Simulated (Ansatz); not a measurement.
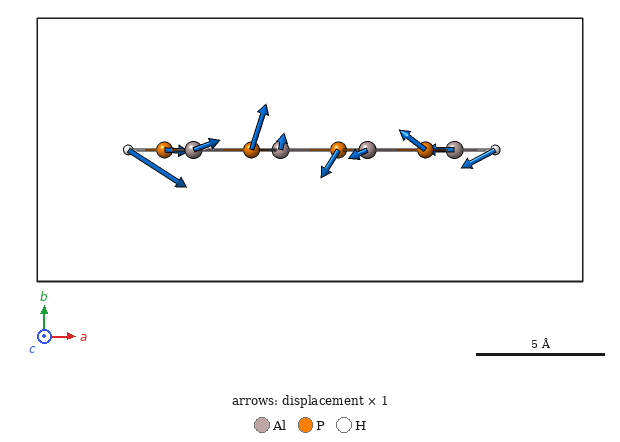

A relaxation of a wire of composition Al₂P₂H. The starting structure is drawn; blue arrows show the displacements (the part carried along by the change of the cell is left out), at their true length.

The picture is a ball-and-stick view of the 2 repeat of the cell, with the vacuum cut short, seen along the c axis.

Case: zigzag ribbon, 4 formula units a period, edges capped with H, edge spins opposed.

All numbers below come from DFT PBE, scalar-relativistic, plane waves, PAW (Ansatz 0.2.0).

Input file:
```yaml
crystal:
  lattice:
    - [23.4, 0.0, 0.0]
    - [0.0, 9.3, 0.0]
    - [0.0, 0.0, 3.9395179293]
  atoms:
    - { symbol: Al, position: [0.3017537, 0.4998657827, 0.0] }
    - { symbol: Al, position: [0.4475538114, 0.4998657827, 0.5] }
    - { symbol: Al, position: [0.5933539227, 0.4998657827, 1.0] }
    - { symbol: Al, position: [0.739154034, 0.4998657827, 0.5], spin: -1.0 }
    - { symbol: P, position: [0.2531536629, 0.5001342173, 0.5], spin: 1.0 }
    - { symbol: P, position: [0.3989537742, 0.5001342173, 0.0] }
    - { symbol: P, position: [0.5447538856, 0.5001342173, 0.5] }
    - { symbol: P, position: [0.6905539969, 0.5001342173, 0.0] }
    - { symbol: H, position: [0.8075300612, 0.5000546148, 0.5] }
    - { symbol: H, position: [0.1924699388, 0.4999666288, 0.5] }
basis:
  ecutwfc: 420
kpoints:
  mp_grid: { grid: [1, 1, 14] }
hamiltonian:
  xc: pbe
scf:
  occupations: { method: gaussian, width: 0.05 }
output:
  forces: true
  stress: true
  eigenvalues: true
  populations: true
  write_density: true
  write_potential: true
  elf: true
  volumetric_format: npy
magnetization:
  spin_polarized: true
relax:
  adjacent_minimum: "off"
  f_tol: 0.02
  max_steps: 45
  cell: { fix: [a, b, alpha, beta, gamma], stress_tol: 0.03 }
```

Run as
```bash
ansatz run input.yaml --threads 4 --pin off --max-ram 11264MiB --backend cpu --events-out ev --progress --plain --runs-dir out
```

Which element moves most?

Answer. Hydrogen: up to 2.74 Å, against 1.92 Å for phosphorus.

Describe the change and its energy.

Answer. The energy falls by 0.464 eV per cell of the calculation in 34 accepted moves (40 points after the start). Largest force component: 0.52 eV/Å at the start, 0.013 eV/Å at the end. The line search rejected the trial steps at points 8, 12, 21, 26, 31 of the run. At 1 point the geometry stayed and the basis and grid were re-selected for the new cell (energy shift of 1.3 meV per cell of the calculation at most each time). The atom that moves furthest relative to the centre of the atoms is H10 (2.74 Å). By element the largest moves are H 2.74 Å, P 1.92 Å, Al 1.18 Å. Along the periodic axis the drawn cell goes c 7.879 → 7.662 Å (−2.8 %). Near-neighbour distances that change, for instance: Al2–P6 2.274 → 2.337 Å, Al3–P7 2.274 → 2.326 Å, Al1–P5 2.274 → 2.317 Å, Al4–P8 2.274 → 2.308 Å. Among the angles between lasting bonds that change: Al1–P6–Al2 120.0° → 85.8°, Al2–P7–Al3 120.0° → 91.4°, Al3–P8–Al4 120.0° → 102.1°. The program noted that the starting moments weren't kept.
